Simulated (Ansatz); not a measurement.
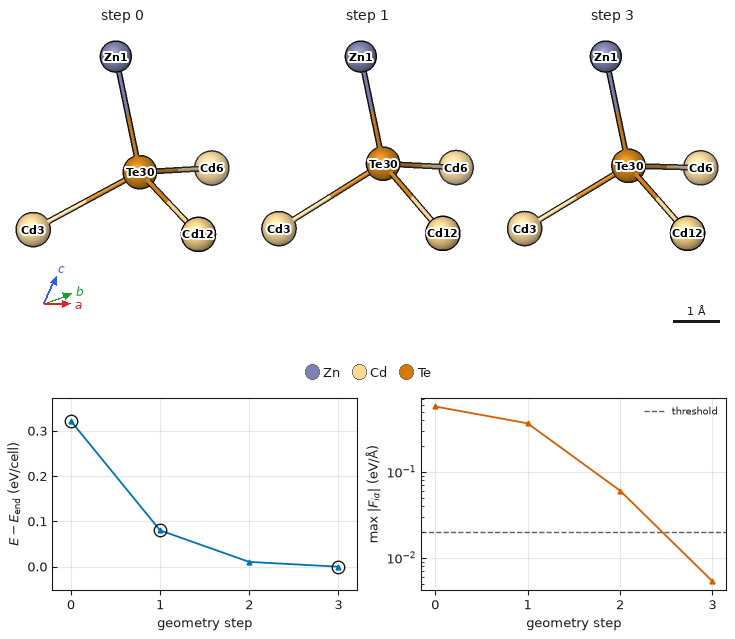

Frames of a relaxation of a defect cell of composition ZnCd₂₆Te₂₇, marked on the history of the run. A ball-and-stick model of the atoms within 4.2 Å of the atom that moves most (axes of the cell of the calculation), seen from a free direction.

All numbers below come from DFT, PBE, plane-wave PAW, default files, scalar-relativistic, frozen cores in Ansatz. Settings: plane-wave cutoff 420 eV; k-point mesh 2 × 2 × 2; occupations fermi dirac; smearing width 0.01 eV; no spin polarisation; potentials kind: paw, frozen_core: stored; atoms relaxed in a fixed cell; force threshold 0.02 eV/Å; at most 50 steps.

What happens along the run?

The largest moves, 0.15 Å, are those of Te28, Te30, Te34 and Te46. Te30 goes along [−1 −1 3]. By element the largest moves are Te 0.15 Å, Cd 0.04 Å. Zn stays in place. The cell stays as it was. Near-neighbour distances that change, for instance: Zn1–Te30 2.719 → 2.570 Å, Cd12–Te30 2.719 → 2.732 Å. Bond angles that change, for instance: Cd3–Te30–Cd6 109.5° → 106.5°, Zn1–Te30–Cd3 109.5° → 112.3°. The energy falls by 0.322 eV per cell of the calculation in 3 geometry steps. Largest force component: 0.58 eV/Å at the start, 0.0053 eV/Å at the end. From step 0 to 1: Te atoms move most (0.20 Å), energy −0.241 eV per cell of the calculation. From step 1 to 3: Te atoms move most (0.05 Å), energy −80.3 meV per cell of the calculation.

| step | E − E(0), meV/atom | largest force component, eV/Å |
| --- | --- | --- |
| 0 | 0.00 | 0.5767 |
| 1 | -4.47 | 0.3671 |
| 2 | -5.76 | 0.0606 |
| 3 | -5.96 | 0.0053 |
